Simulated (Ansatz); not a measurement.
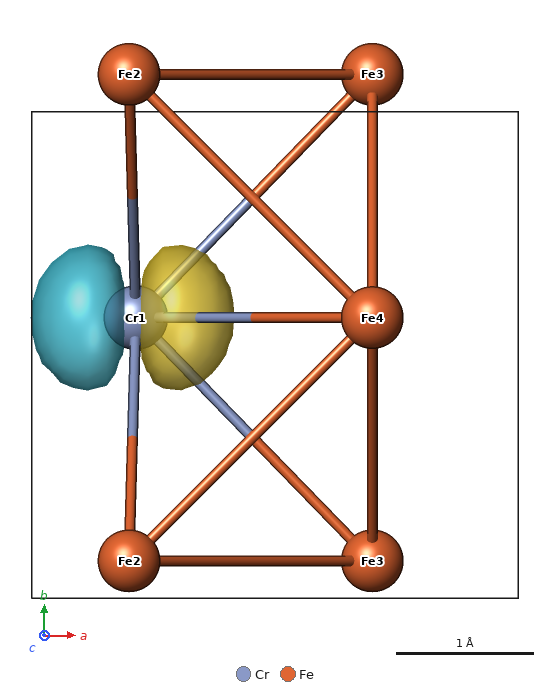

CrFe$_{3}$: one atom of the 4-atom cell (and its periodic copies) was moved a little. Density after less density before, yellow at +0.5 and cyan at −0.5 e/Å³, seen along the c axis; cell a = 3.56 Å, b = 3.56 Å, c = 3.56 Å, α = 90.00°, β = 90.00°, γ = 90.00°. The lobes lie largely inside the PAW sphere, where the density is a smoothed one.

Space group Pm-3m; the calculation finds a residual pressure of about 9 GPa at this fixed cell; spin-polarised. Net moment 3.8 μB in the 4-atom cell of the calculation; other magnetic orders weren't tried. r2SCAN tends to overestimate the moments of metals. The cell comes from a database of computed structures, not from a measurement.

Level of theory: DFT r2SCAN, scalar-relativistic, plane waves, PAW in Ansatz 0.2.0.

Find the displaced atom and its direction.

Answer. Cr1 moved towards the yellow lobe, to the right in the picture. In the run the shift was 0.05 Å along [1 0 0] in the axes of the cell drawn.

What restoring force does the calculation give for this move?

Answer. The force on it changes by 0.53 eV/Å along the move, against it: a stiffness of about 11 eV/Å² for this sublattice shift.

Run times: 2.9 min (moved atom) and 67 s (base cell), on 2 threads of Intel(R) Xeon(R) Processor @ 2.70GHz, with other jobs on the host.
